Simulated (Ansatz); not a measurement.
System: zincblende CdS, space group F-43m (No. 216), 2 atoms in the primitive cell, relaxed with r2SCAN; cubic a = 5.878 Å. Starting point: PBE, Ansatz PAW set, no spin polarisation, no spin-orbit coupling, 4×4×4 k mesh, 420 eV cutoff, fixed occupations (Ansatz). Many-body step: G0W0 with empty bands 82, screening cutoff 80 eV and frequency treatment contour deformation.

In PBE the smallest gap over these k points is 1.08 eV, with direct gaps of 1.08 eV at Γ, 3.68 eV at L and 5.38 eV at X.

What does G0W0 give?

Answer. Over the k points that were corrected, the smallest gap goes from 1.08 eV in PBE (direct at Γ) to 1.69 eV in G0W0 (direct at Γ), a change of +0.61 eV (+56 %). Counted from the valence top, the lowest empty level moves by +0.61 eV at Γ, +0.73 eV at L and +0.45 eV at X; over the 6 points that were corrected the shifts run from +0.45 to +0.73 eV: a spread of 0.28 eV on a mean of 0.65 eV, so one scissor shift doesn't describe this level. Only two empty levels a point were corrected, so a higher one could drop under them. The top filled level also moves against the valence top, by −0.22 eV at W. Down to 2.2 eV under the top, the filled levels drop by about 0.10 eV more for each eV of depth, so the valence band is stretched by about 10 %.

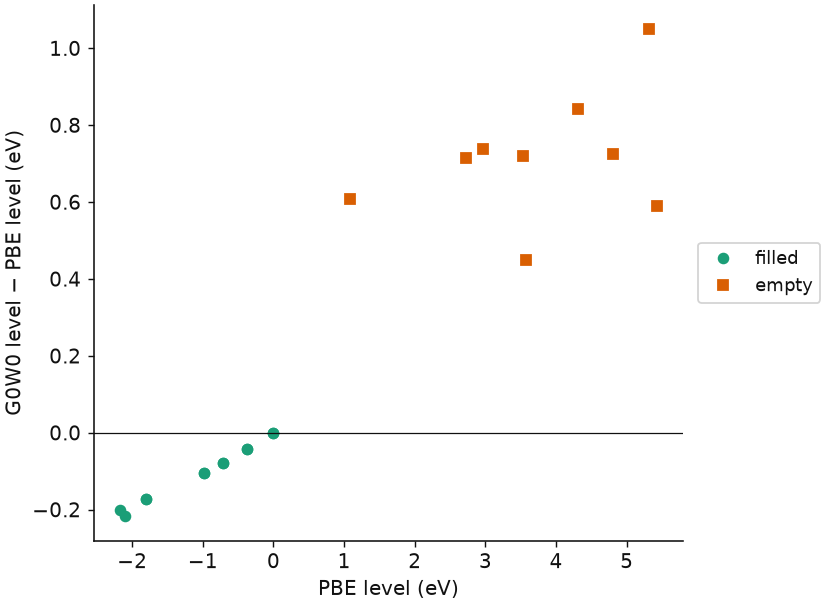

Change of each level from PBE to G0W0 against its PBE energy, both sets counted from their own valence top.

| k point | PBE direct gap (eV) | G0W0 direct gap (eV) |
| --- | --- | --- |
| Γ | 1.08 | 1.69 |
| L | 3.68 | 4.50 |
| X | 5.38 | 6.00 |

The k mesh is coarse (spacing up to 0.46 Å⁻¹), so the values aren't converged. The filled d shell of Cd makes such GW gaps lie low. The usual form of CdS is wurtzite, though both occur. Bands, cutoffs and mesh are finite, so these values aren't at the basis limit.
